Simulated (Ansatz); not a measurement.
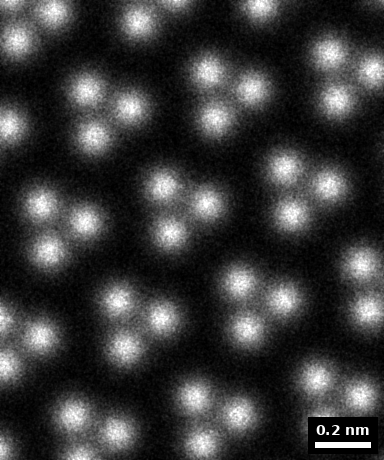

iDPC-like image of a crystal. Simulated as the projected potential of neutral atoms (B = 0.5 Å²) blurred by a 0.73 Å probe, the thin-sample limit of integrated differential phase contrast. Shot noise was added.

Q: Measure the repeat of the pattern.

A: The pattern repeats on a hexagonal net with a repeat of 4.5 Å.

Q: Which plane group does this projection have?

A: p31m: threefold points of which only some lie on mirror lines.

Q: How many columns does the smallest repeating cell hold, and how many levels of brightness?

A: 3 columns in the primitive cell of 17.4 Å², all of one brightness.

The crystal is Se (P3_121, No. 152) seen along [001]. Structure used: coordinates from a relaxation at fixed volume with Ansatz, DFT PBE, spin-orbit coupling, plane waves, PAW.
